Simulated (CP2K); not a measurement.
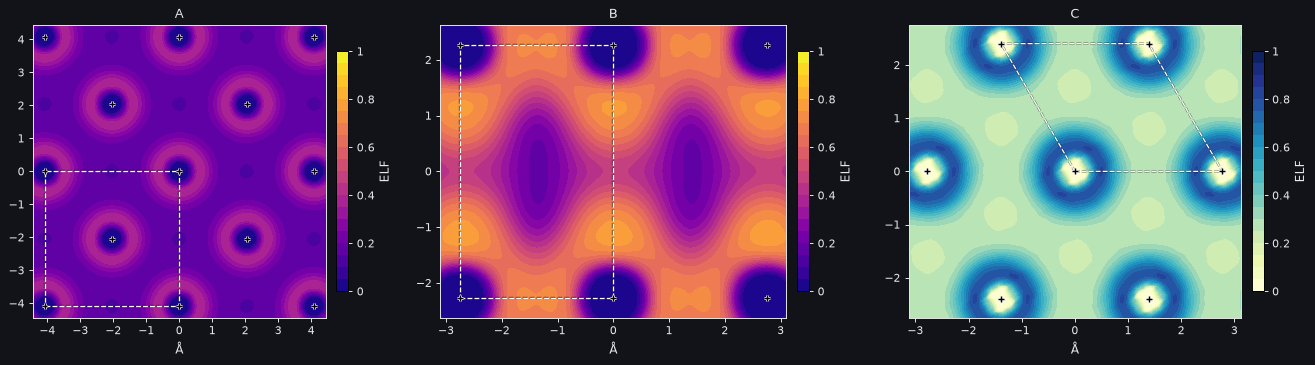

The ELF of 3 systems, each on a plane through atoms (crosses mark nuclei in the plane).

These are results of Kohn-Sham DFT of a periodic cell, PBE, GTH-PBE with UZH-TZVP basis in CP2K, not measurements.

System 1: Pt, the (001) plane of the conventional cell. Space group R-3m; changed on purpose from its base cell (strain c = 0.02); computed pressure about 5 GPa in this cell.

System 2: Al, the (001) plane of the conventional cell. Space group P-1; a generated structure, not necessarily the stable one; changed on purpose from its base cell (atoms moved at random by about 0.05 A); not relaxed (largest force 0.5 eV/Å).

```
Al
1.0
     0.00000    0.00000   -2.75393
     2.27336    3.93758    0.00000
     2.27337   -3.93758    0.00000
Al
2
Direct
  0.50846 0.33313 0.17571
  0.49154 0.66687 0.82429
```

System 3: Ag, the (100) plane of the conventional cell. Space group Fm-3m; computed pressure about 4 GPa in this cell.

```
CELL_PARAMETERS angstrom
2.88888 -1.66790 2.35876
0.00000 3.33580 2.35876
-2.88888 -1.66790 2.35876
ATOMIC_POSITIONS crystal
Ag 0.00000 0.50000 0.50000
Ag 0.50000 0.00000 0.50000
Ag 0.00000 0.00000 0.00000
Ag 0.50000 0.50000 0.00000
```

> Which map belongs to which system?

Panel A is system 3, Ag: the plane holds Ag. Ag–Ag (2.89 Å): the ELF is about 0.15 at the midpoint (no localised pair shows between them). Panel B is system 2, Al: the plane holds Al. Panel C is system 1, Pt: the plane holds Pt. Pt–Pt (2.77 Å): the ELF is about 0.30 at the midpoint: no localised pair shows between them.
